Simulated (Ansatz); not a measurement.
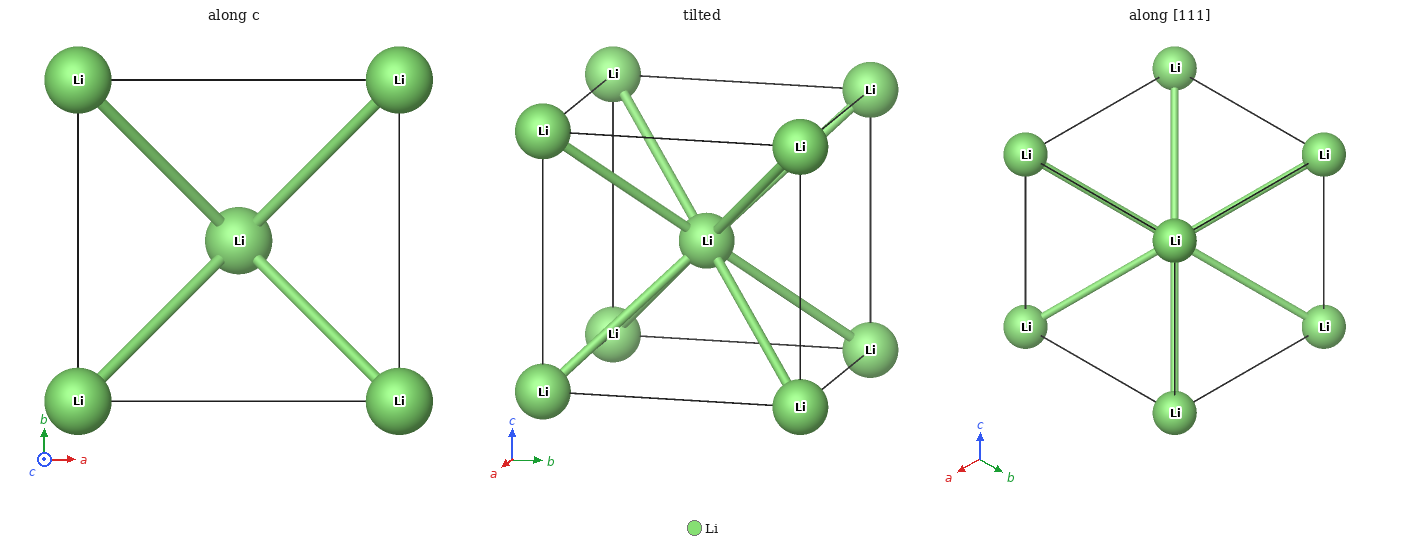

The image is a ball-and-stick drawing of a crystal, viewed along the c axis, slightly off an axis and along [111]. Atoms at the boundary of the conventional unit cell (the box) are drawn once for each face, edge or corner they touch.

Treated as bonds: Li–Li up to 3.12 Å (cut-off distances).

Question: Count the atoms in the cell.

Answer: 2 (lithium), counting shared atoms by their share.

Question: To which lattice type does it belong?

Answer: Body-centred cubic.

Question: Space group?

Answer: Im-3m (No. 229), with Li on 2a.

Question: Which textbook structure type do you recognise?

Answer: Body-centred cubic (W type).

Question: Which atoms are bonded to Li?

Answer: Eight Li in a cubic arrangement.

The structure comes from the standard structure of this element. The cell was then strained or its atoms displaced on purpose. It went into a calculation with Ansatz.
